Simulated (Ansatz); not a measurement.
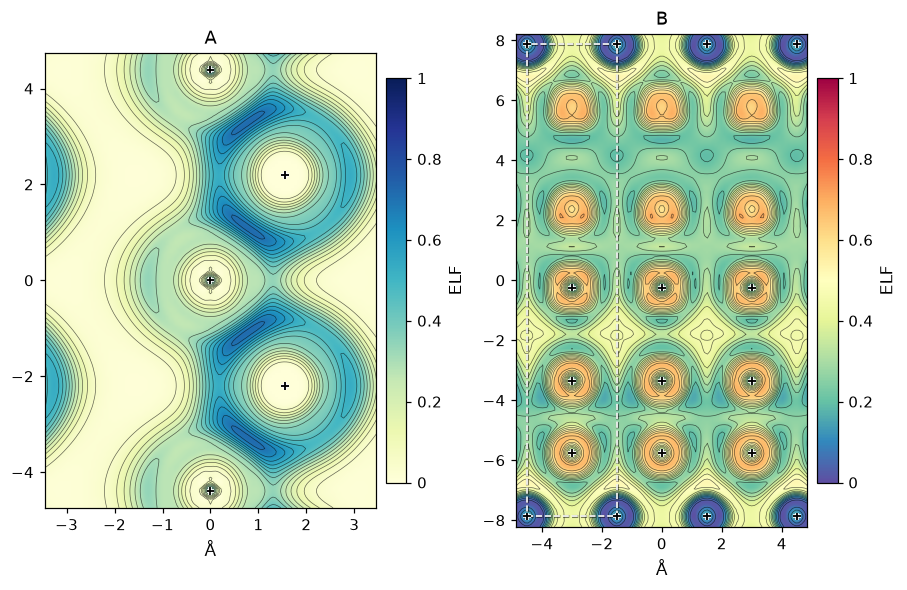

The electron localisation function of 2 systems, each on a plane through atoms (crosses mark nuclei in the plane).

All numbers below come from Ansatz, DFT PBE, scalar-relativistic, plane waves, PAW.

System 1: GaSb, the (101) plane of the conventional cell. Space group F-43m.

```cif
data_structure
_symmetry_space_group_name_H-M 'P 1'
_symmetry_Int_Tables_number 1
_cell_length_a 6.2138
_cell_length_b 6.2138
_cell_length_c 6.2138
_cell_angle_alpha 90.000
_cell_angle_beta 90.000
_cell_angle_gamma 90.000
_cell_volume 239.93
loop_
_atom_site_label
_atom_site_type_symbol
_atom_site_fract_x
_atom_site_fract_y
_atom_site_fract_z
_atom_site_occupancy
Ga1 Ga 0.50000 0.50000 0.00000 1
Ga2 Ga 0.00000 0.50000 0.50000 1
Ga3 Ga 0.00000 0.00000 0.00000 1
Ga4 Ga 0.50000 0.00000 0.50000 1
Sb1 Sb 0.25000 0.75000 0.25000 1
Sb2 Sb 0.75000 0.75000 0.75000 1
Sb3 Sb 0.75000 0.25000 0.25000 1
Sb4 Sb 0.25000 0.25000 0.75000 1
```

System 2: AlRu (interface cell), the (011̄) plane of the calculation cell. Computed without spin polarisation.

Which map belongs to which system?

Panel A is system 1, GaSb: the plane holds Ga and Sb. Ga–Sb (2.69 Å): the ELF peaks at about 0.70 between the atoms. Panel B is system 2, AlRu: the plane holds Al and Ru. Ru–Ru (2.40 Å): the ELF is about 0.35 at the midpoint.
